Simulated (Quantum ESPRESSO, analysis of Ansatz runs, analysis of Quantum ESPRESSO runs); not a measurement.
# Reproducing a measured charge-transition level: Li on a Zn site in ZnO (Quantum ESPRESSO), part 2 of 4

How near does this set-up come to the measured charge-transition level? Subject: Li on a Zn site in ZnO. Set-up: LDA, GBRV 1.5 LDA, 32-site cell, LDA lattice, k: the single point 1/4 1/4 1/4 then 2x2x2 shifted, started with the impurity moved along one bond, dielectric constants 3.7 and 8.5 (handbook). The model is a cell of 32 host atoms with 1 Zn taken out and 1 Li put in. The level is the Fermi energy at which two charge states have equal formation energy, after a correction for the images of the charge. A local or semilocal functional is the cheapest first rung.

Quantum ESPRESSO 7.5; LDA, GBRV 1.5 LDA, 32-site cell, LDA lattice, k: the single point 1/4 1/4 1/4 then 2x2x2 shifted, started with the impurity moved along one bond, dielectric constants 3.7 and 8.5 (handbook).

So far: The starting structure; Relaxation, charge 0.

## 2. Relaxation, charge 0 (continued)

Level of this step: Quantum ESPRESSO plane-wave DFT, LDA, GBRV 1.5 LDA potentials; relaxation of all atoms of a defect supercell (Quantum ESPRESSO).

Step by step:

```tsv
step	energy less that of the first step (eV)
0	0.0000
1	-0.1050
2	-0.1626
3	-0.2053
4	-0.2376
5	-0.2708
6	-0.3077
7	-0.3335
8	-0.3486
9	-0.3505
10	-0.3529
11	-0.3542
12	-0.3548
13	-0.3555
14	-0.3559
15	-0.3561
16	-0.3563
```

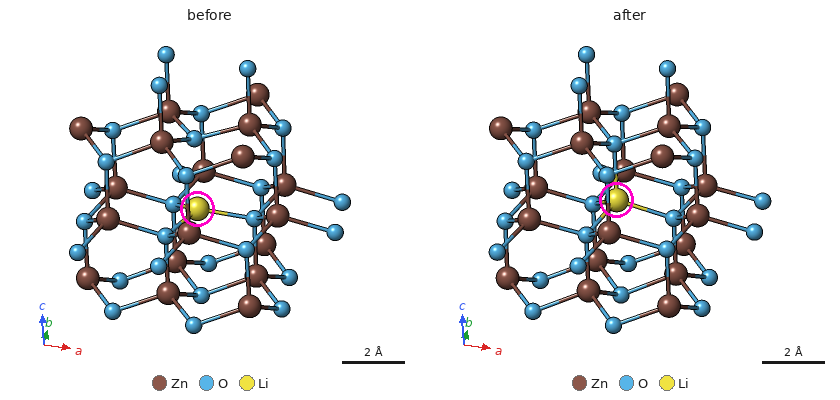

Before and after: the atoms that start within 5 Å of the centre. Li14, which moves most, is ringed if it is among them.

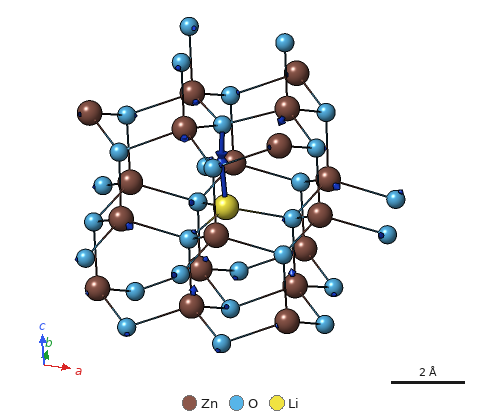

Displacements in the relaxation near the centre, exaggerated; the longest in the cell stands for 0.28 Å.

The atoms that moved most (Å):

```tsv
atom	dx	dy	dz	length
Li14	-0.021	0.004	0.282	0.283
O15	-0.013	-0.007	-0.194	0.194
Zn1	0.000	0.020	0.064	0.067
Zn29	-0.029	-0.009	-0.059	0.066
Zn22	0.052	-0.016	-0.020	0.058
Zn5	-0.016	0.019	-0.050	0.056
Zn25	-0.005	-0.008	0.052	0.053
Zn13	-0.001	0.018	-0.036	0.040
```

Final coordinates:

```
CELL_PARAMETERS angstrom
6.37889 0.00000 0.00000
-3.18945 5.52428 0.00000
0.00000 0.00000 10.31270
ATOMIC_POSITIONS crystal
Zn 0.16730 0.33683 0.25457
Zn 0.33399 0.16498 0.99928
O 0.33205 0.16732 0.18916
O 0.16965 0.33430 0.44037
Zn 0.16844 0.34027 0.74575
Zn 0.33121 0.16443 0.49864
O 0.33396 0.16824 0.68943
O 0.16782 0.33213 0.93788
Zn 0.16684 0.83332 0.25397
Zn 0.33521 0.66529 0.99788
O 0.33246 0.66794 0.18745
O 0.16471 0.83435 0.44004
Zn 0.16807 0.83338 0.74641
Li 0.33282 0.66632 0.50351
O 0.33326 0.66887 0.68959
O 0.16738 0.83274 0.93820
Zn 0.66594 0.33452 0.25035
Zn 0.83598 0.16509 0.99937
O 0.83343 0.16749 0.18919
O 0.66770 0.33165 0.44016
Zn 0.66672 0.33445 0.74863
Zn 0.83713 0.16195 0.49702
O 0.83397 0.16758 0.68864
O 0.66771 0.33228 0.93902
Zn 0.66364 0.83362 0.25426
Zn 0.83510 0.66605 0.99933
O 0.83302 0.66848 0.18920
O 0.66486 0.82952 0.44024
Zn 0.66157 0.83326 0.74609
Zn 0.83441 0.66806 0.49867
O 0.83310 0.66731 0.68938
O 0.66858 0.83301 0.93803
```

Neighbours of Li14 at the end:

```tsv
atom	distance (Å)
O15	1.919
O4	1.946
O28	1.947
O12	1.969
Zn5	3.080
Zn29	3.091
Zn13	3.104
Zn1	3.147
Zn25	3.154
Zn9	3.163
Zn6	3.183
Zn30	3.185
Zn22	3.190
```

This step gave:

| Property | Result |
| --- | --- |
| total moment | 1.000 μB |
| integral of the absolute spin density | 1.104 μB |

First to last step the energy falls by 0.356 eV; the largest move, 0.28 Å, is that of Li14.

## 3. Single point, charge 0

The relaxed structure is kept, and the final numbers are taken at the final level and k-points.

This step: Quantum ESPRESSO plane-wave DFT, LDA, GBRV 1.5 LDA potentials; single point of a defect supercell.

Contents of pw.in:

```
&CONTROL
  calculation = 'scf'
  prefix = 'pwscf'
  outdir = './tmp'
  pseudo_dir = './pseudo'
  tprnfor = .true.
  disk_io = 'low'
/
&SYSTEM
  ibrav = 0
  nat = 32
  ntyp = 3
  ecutwfc = 45
  ecutrho = 360
  nbnd = 204
  occupations = 'smearing'
  smearing = 'fd'
  degauss = 0.00073499
  nspin = 2
  starting_magnetization(1) = 0.025
  starting_magnetization(2) = 0.0833
  starting_magnetization(3) = 0.1667
  tot_magnetization = 1
  nosym = .true.
/
&ELECTRONS
  conv_thr = 3d-08
  electron_maxstep = 100
  mixing_beta = 0.3
/
ATOMIC_SPECIES
Zn    65.3800 zn_lda_v1.uspp.F.UPF
O     15.9990 o_lda_v1.2.uspp.F.UPF
Li     6.9400 li_lda_v1.4.uspp.F.UPF
CELL_PARAMETERS angstrom
   6.3788936390    0.0000000000    0.0000000000
  -3.1894468195    5.5242839950    0.0000000000
   0.0000000000    0.0000000000   10.3127043002
ATOMIC_POSITIONS crystal
Zn     0.1672998618    0.3368253682    0.2545746385
Zn     0.3339866534    0.1649847458   -0.0007154073
[... 1 atom line left out ...]
O      0.1696457739    0.3343034588    0.4403660082
Zn     0.1684412063    0.3402735586    0.7457532712
Zn     0.3312101461    0.1644278119    0.4986392564
[... 2 atom lines left out ...]
Zn     0.1668427614    0.8333184535    0.2539709273
[... 2 atom lines left out ...]
O      0.1647101744    0.8343506422    0.4400412981
Zn     0.1680658022    0.8333757023    0.7464061227
Li     0.3328200559    0.6663152070    0.5035095871
O      0.3332566296    0.6688672867    0.6895887357
[... 9 atom lines left out ...]
Zn     0.6636436050    0.8336195142    0.2542560631
[... 2 atom lines left out ...]
O      0.6648589758    0.8295177955    0.4402429530
Zn     0.6615650260    0.8332629178    0.7460938838
[... 2 atom lines left out ...]
O      0.6685832300    0.8330109148    0.9380260436
K_POINTS automatic
2 2 2 1 1 1
```

Contents of pp_potential.in:

```
&INPUTPP
  prefix = 'pwscf'
  outdir = './tmp'
  filplot = 'potential.dat'
  plot_num = 11
/
&PLOT
  nfile = 1
  filepp(1) = 'potential.dat'
  iflag = 3
  output_format = 6
  fileout = 'potential.cube'
/
```

Launch:

```console
OMP_NUM_THREADS=1 mpirun -n 4 pw.x -nk 2 -in pw.in > pw.out
OMP_NUM_THREADS=1 mpirun -n 4 pp.x -in pp_potential.in > pp_potential.out
```

What it wrote:

```text
[banner, memory and clock lines left out]
          URL

     bravais-lattice index     =            0
     lattice parameter (alat)  =      12.0544  a.u.
     unit-cell volume          =    2452.3956 (a.u.)^3
     number of atoms/cell      =           32
     number of atomic types    =            3
     number of electrons       =       399.00 (up: 200.00, down: 199.00)
     number of Kohn-Sham states=          204
     kinetic-energy cutoff     =      45.0000  Ry
     charge density cutoff     =     360.0000  Ry
     scf convergence threshold =      3.0E-08
     mixing beta               =       0.3000
     number of iterations used =            8  plain     mixing
     Exchange-correlation=  SLA  PZ   NOGX NOGC
                           (   1   1   0   0   0   0   0)

     celldm(1)=  12.054362  celldm(2)=   0.000000  celldm(3)=   0.000000
     celldm(4)=   0.000000  celldm(5)=   0.000000  celldm(6)=   0.000000

     crystal axes: (cart. coord. in units of alat)
               a(1) = (   1.000000   0.000000   0.000000 )
               a(2) = (  -0.500000   0.866025   0.000000 )
               a(3) = (   0.000000   0.000000   1.616692 )

     reciprocal axes: (cart. coord. in units 2 pi/alat)
               b(1) = (  1.000000  0.577350 -0.000000 )
               b(2) = (  0.000000  1.154701  0.000000 )
               b(3) = (  0.000000 -0.000000  0.618547 )

     PseudoPot. # 1 for Zn read from file:
     zn_lda_v1.uspp.F.UPF
     Pseudo is Ultrasoft, Zval = 20.0
     Generated by new atomic code, or converted to UPF format
     Using radial grid of  943 points,  6 beta functions with:
                l(1) =   0
                l(2) =   0
                l(3) =   1
                l(4) =   1
                l(5) =   2
                l(6) =   2
     Q(r) pseudized with  8 coefficients,  rinner =    1.100   1.100   1.100
                                                       1.100   1.100

     PseudoPot. # 2 for O  read from file:
     o_lda_v1.2.uspp.F.UPF
     Pseudo is Ultrasoft + core correction, Zval =  6.0
     Generated by new atomic code, or converted to UPF format
     Using radial grid of  737 points,  5 beta functions with:
                l(1) =   0
                l(2) =   0
                l(3) =   1
                l(4) =   1
                l(5) =   2
     Q(r) pseudized with  8 coefficients,  rinner =    0.900   0.900   0.900
                                                       0.900   0.900

     PseudoPot. # 3 for Li read from file:
     li_lda_v1.4.uspp.F.UPF
     Pseudo is Ultrasoft, Zval =  3.0
     Generated by new atomic code, or converted to UPF format
     Using radial grid of  751 points,  5 beta functions with:
                l(1) =   0
                l(2) =   0
                l(3) =   0
                l(4) =   1
                l(5) =   1
     Q(r) pseudized with 10 coefficients,  rinner =    1.150   1.150   1.150

     atomic species   valence    mass     pseudopotential
     Zn               20.00    65.38000     Zn( 1.00)
     O                 6.00    15.99900     O ( 1.00)
     Li                3.00     6.94000     Li( 1.00)

     Starting magnetic structure
     atomic species   magnetization
     Zn              0.025
     O               0.083
     Li              0.167

     No symmetry found

   Cartesian axes

     site n.     atom                  positions (alat units)
         1        Zn     tau(   1) = (  -0.0011128   0.2916993   0.4115687  )
         2        Zn     tau(   2) = (   0.2514943   0.1428810  -0.0011566  )
         3        O      tau(   3) = (   0.2483896   0.1448993   0.3058070  )
         4        O      tau(   4) = (   0.0024940   0.2895153   0.7119361  )
         5        Zn     tau(   5) = (  -0.0016956   0.2946855   1.2056531  )
         6        Zn     tau(   6) = (   0.2489962   0.1423987   0.8061459  )
         7        O      tau(   7) = (   0.2498409   0.1456970   1.1146037  )
         8        O      tau(   8) = (   0.0017496   0.2876356   1.5162614  )
         9        Zn     tau(   9) = (  -0.2498165   0.7216750   0.4105927  )
        10        Zn     tau(  10) = (   0.0025586   0.5761615  -0.0034196  )
        11        O      tau(  11) = (  -0.0015087   0.5784525   0.3030482  )
        12        O      tau(  12) = (  -0.2524651   0.7225689   0.7114111  )
        13        Zn     tau(  13) = (  -0.2486220   0.7217245   1.2067086  )
        14        Li     tau(  14) = (  -0.0003375   0.5770459   0.8140198  )
        15        O      tau(  15) = (  -0.0011770   0.5792561   1.1148524  )
        16        O      tau(  16) = (  -0.2489851   0.7211729   1.5167852  )
        17        Zn     tau(  17) = (   0.4986771   0.2897040   0.4047421  )
        18        Zn     tau(  18) = (   0.7534389   0.1429722  -0.0010149  )
        19        O      tau(  19) = (   0.7496860   0.1450530   0.3058677  )
        20        O      tau(  20) = (   0.5018764   0.2872199   0.7115966  )
        21        Zn     tau(  21) = (   0.4994941   0.2896415   1.2103007  )
        22        Zn     tau(  22) = (   0.7561495   0.1402548   0.8035358  )
        23        O      tau(  23) = (   0.7501797   0.1451322   1.1133124  )
        24        O      tau(  24) = (   0.5015684   0.2877665   1.5181040  )
[...]
Magnetic moment per site  (integrated on atomic sphere of radius R)
     atom   1 (R=0.123)  charge= 17.2522  magn=  0.0173
     atom   2 (R=0.123)  charge= 17.2563  magn=  0.0105
     atom   3 (R=0.123)  charge=  5.2363  magn=  0.0333
     atom   4 (R=0.123)  charge=  5.2280  magn=  0.0772
     atom   5 (R=0.123)  charge= 17.2546  magn=  0.0176
     atom   6 (R=0.123)  charge= 17.2505  magn=  0.0299
     atom   7 (R=0.123)  charge=  5.2443  magn=  0.0392
     atom   8 (R=0.123)  charge=  5.2431  magn=  0.0292
     atom   9 (R=0.123)  charge= 17.2528  magn=  0.0171
     atom  10 (R=0.123)  charge= 17.2554  magn=  0.0119
[...]
atom  28 (R=0.123)  charge=  5.2277  magn=  0.0775
     atom  29 (R=0.123)  charge= 17.2547  magn=  0.0177
     atom  30 (R=0.123)  charge= 17.2506  magn=  0.0301
     atom  31 (R=0.123)  charge=  5.2439  magn=  0.0394
     atom  32 (R=0.123)  charge=  5.2432  magn=  0.0292

     End of self-consistent calculation

 ------ SPIN UP ------------

          k = 0.2500 0.4330 0.1546 ( 12509 PWs)   bands (ev):

  -114.2642-114.2630-114.2607-114.2489-114.2474-114.2416-114.1776-114.1771
  -114.1598-114.1586-114.1580-114.1379-114.1290-114.1147-114.1133 -68.9253
   -68.9249 -68.9230 -68.9221 -68.9211 -68.9175 -68.9171 -68.9166 -68.9165
   -68.9109 -68.9094 -68.9063 -68.9049 -68.9047 -68.9045 -68.9032 -68.8979
   -68.8966 -68.8416 -68.8416 -68.8366 -68.8358 -68.8268 -68.8244 -68.8235
   -68.8232 -68.8223 -68.8178 -68.8171 -68.8169 -68.8049 -68.8046 -68.8045
   -68.8042 -68.8013 -68.7930 -68.7859 -68.7839 -68.7812 -68.7802 -68.7750
   -68.7703 -68.7697 -68.7504 -68.7487 -32.6908  -9.2865  -9.0800  -9.0342
    -8.9979  -8.8805  -8.8317  -8.7865  -8.7124  -8.6941  -8.6661  -8.6302
    -8.6051  -8.2635  -8.2467  -8.1283  -8.0704   2.1363   2.1522   2.1881
     2.2069   2.2298   2.2452   2.3198   2.3636   2.3937   2.4276   2.5063
     2.5190   2.5402   2.5608   2.6141   2.6674   2.7054   2.7209   2.7354
[...]
11.7476  12.6643  13.0980  13.1900

          k = 0.2500 0.4330-0.1546 ( 12509 PWs)   bands (ev):

  -114.2642-114.2630-114.2607-114.2489-114.2474-114.2416-114.1776-114.1771
  -114.1598-114.1586-114.1580-114.1379-114.1290-114.1147-114.1133 -68.9253
[...]
11.7479  12.6640  13.0982  13.1889

          k = 0.2500-0.1443 0.1546 ( 12484 PWs)   bands (ev):

  -114.2642-114.2630-114.2607-114.2489-114.2474-114.2415-114.1776-114.1771
  -114.1598-114.1586-114.1580-114.1379-114.1290-114.1147-114.1133 -68.9253
[...]
10.7514  11.9496  13.3669  13.4768

          k = 0.2500-0.1443-0.1546 ( 12484 PWs)   bands (ev):

  -114.2642-114.2630-114.2607-114.2489-114.2474-114.2415-114.1776-114.1771
  -114.1598-114.1586-114.1580-114.1379-114.1290-114.1147-114.1133 -68.9253
[...]
10.7518  11.9472  13.3728  13.4647

 ------ SPIN DOWN ----------

          k = 0.2500 0.4330 0.1546 ( 12509 PWs)   bands (ev):

  -114.2433-114.2433-114.2403-114.2322-114.2306-114.2224-114.1497-114.1491
  -114.1322-114.1306-114.1299-114.1116-114.0851-114.0671-114.0654 -68.9054
[...]
11.7857  12.7054  13.1291  13.2191

          k = 0.2500 0.4330-0.1546 ( 12509 PWs)   bands (ev):

  -114.2433-114.2433-114.2403-114.2322-114.2306-114.2224-114.1497-114.1491
  -114.1322-114.1306-114.1299-114.1116-114.0851-114.0671-114.0654 -68.9054
[...]
11.7860  12.7052  13.1293  13.2180

          k = 0.2500-0.1443 0.1546 ( 12484 PWs)   bands (ev):

  -114.2433-114.2433-114.2403-114.2321-114.2306-114.2224-114.1497-114.1491
  -114.1322-114.1306-114.1299-114.1116-114.0851-114.0671-114.0654 -68.9054
[...]
10.7833  11.9866  13.3996  13.4987

          k = 0.2500-0.1443-0.1546 ( 12484 PWs)   bands (ev):

  -114.2433-114.2433-114.2403-114.2321-114.2306-114.2224-114.1497-114.1491
  -114.1322-114.1306-114.1299-114.1116-114.0851-114.0671-114.0654 -68.9054
[...]
4.9784   5.0444   5.1591   5.1986   5.4302   5.6203   5.6925   5.8592
     6.0548   6.0701   6.1552   6.3151   6.4421   6.5119   6.6574   6.7258
     6.7827   6.8916   6.9356   6.9994   7.0356   7.2217   7.2572   7.2975
     7.4144   7.4307   7.4523   7.4573   7.5170   7.5419   7.5773   7.5900
     7.6398   7.8139   7.8430   7.9140   8.0796   8.2231   8.3649   8.4966
    10.7837  11.9842  13.4045  13.4874

     the spin up/dw Fermi energies are     9.5998    8.2992 ev

!    total energy              =   -7450.59373411 Ry
     estimated scf accuracy    <          7.2E-09 Ry
     smearing contrib. (-TS)   =      -0.00000939 Ry
     internal energy E=F+TS    =   -7450.59372472 Ry

     The total energy is F=E-TS. E is the sum of the following terms:
     one-electron contribution =   -6136.33705620 Ry
     hartree contribution      =    3229.24018747 Ry
     xc contribution           =    -742.92556511 Ry
     ewald contribution        =   -3800.57129088 Ry

     total magnetization       =     1.00 Bohr mag/cell
     absolute magnetization    =     1.12 Bohr mag/cell

     convergence has been achieved in  16 iterations

     Forces acting on atoms (cartesian axes, Ry/au):

     atom    1 type  1   force =     0.00068566    0.00071364    0.00181794
     atom    2 type  1   force =    -0.00169310    0.00041731    0.00359881
     atom    3 type  2   force =     0.00116804    0.00039748   -0.00316197
     atom    4 type  2   force =    -0.00332239   -0.00263518    0.00065837
     atom    5 type  1   force =     0.00324429   -0.00053025    0.00131665
     atom    6 type  1   force =    -0.00135411    0.00011703   -0.00156633
     atom    7 type  2   force =    -0.00181074    0.00127165   -0.00026689
     atom    8 type  2   force =     0.00021324   -0.00030012   -0.00284986
     atom    9 type  1   force =    -0.00082386    0.00063432    0.00398411
     atom   10 type  1   force =    -0.00235035    0.00152100    0.00303908
[...]
atom   28 type  2   force =     0.00022569    0.00486867    0.00005862
     atom   29 type  1   force =     0.00225990   -0.00265343    0.00088955
     atom   30 type  1   force =    -0.00001106    0.00127875   -0.00172750
     atom   31 type  2   force =    -0.00214461    0.00069140    0.00027815
     atom   32 type  2   force =     0.00046696   -0.00012762   -0.00243923

     Total force =     0.018292     Total SCF correction =     0.000398
```

Run time: 6 min. Hardware: 4 MPI ranks of Arm Neoverse V2, shared host; peak memory 1.9 GiB; 24 min of CPU time.

Read from the output:

```yaml
total_moment: 1.000 μB
integral_of_the_absolute_spin_density: 1.120 μB
```

[end of part 2 of 4]

[Logs are printed without paths, hosts, clocks, repeated set-up lines and the standing remarks that a program may print on its own settings, such as how far it seeks lower states.]

[Hosts, paths, dates, database ids (printed as entryN), source tags and the programs' standing remarks are cut or masked in the printed files.]

[For some hosts the program warned that the k-mesh of the response run may be too coarse for force constants and the static dielectric constant; such warnings are not shown here.]
